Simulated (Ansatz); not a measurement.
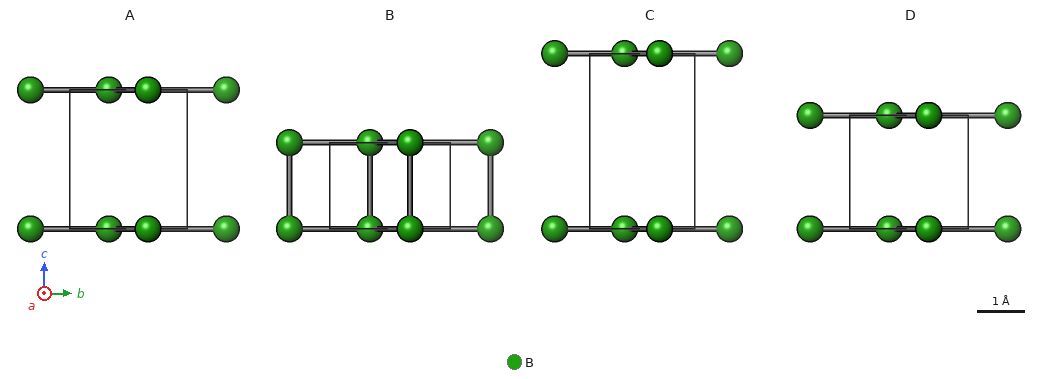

4 geometries from one relaxation of solid B (a generated structure, set up in P6/mmm) (coarse preliminary run), in shuffled order. Style: ball-and-stick. Shown: the cell of the calculation, along the a axis.

Case: C → B on all its sites, cell and atoms relaxed.

These are results of DFT PBE+D3(BJ), scalar-relativistic, plane waves, PAW (Ansatz 0.2.0), not measurements. (plane-wave cutoff 420 eV; k-point mesh 12 × 12 × 6; occupations gaussian; smearing width 0.1 eV; no spin polarisation; cell and atoms relaxed; force threshold 0.05 eV/Å; at most 60 steps)

### Order the frames from highest to lowest energy.

C, A, D, B. They are steps 0, 5, 8, 18, at +1074 meV per atom, +458 meV per atom, +208 meV per atom relative to the last. No atom moves by more than 0.005 Å relative to the cell. Cell: a = b 2.620 → 3.011 Å (+14.9 %), c 3.792 → 1.866 Å (−50.8 %). Volume −35.0 %. Some distances before and after: B–B 3.792 → 1.866 Å, B–B 1.512 → 1.739 Å. The space group stays P6/mmm (No. 191). The energy falls by 1074 meV per atom in 15 accepted moves (18 points after the start). All forces vanish by symmetry, so only the cell relaxes. Pressure: 44.38 GPa at the start and −0.01 GPa at the end. The line search rejected the trial step at point 16 of the run. The SCF was repeated twice at an unchanged geometry on a basis and grid sized afresh for the cell, which shifted the energy by 10.4 meV per atom at most.
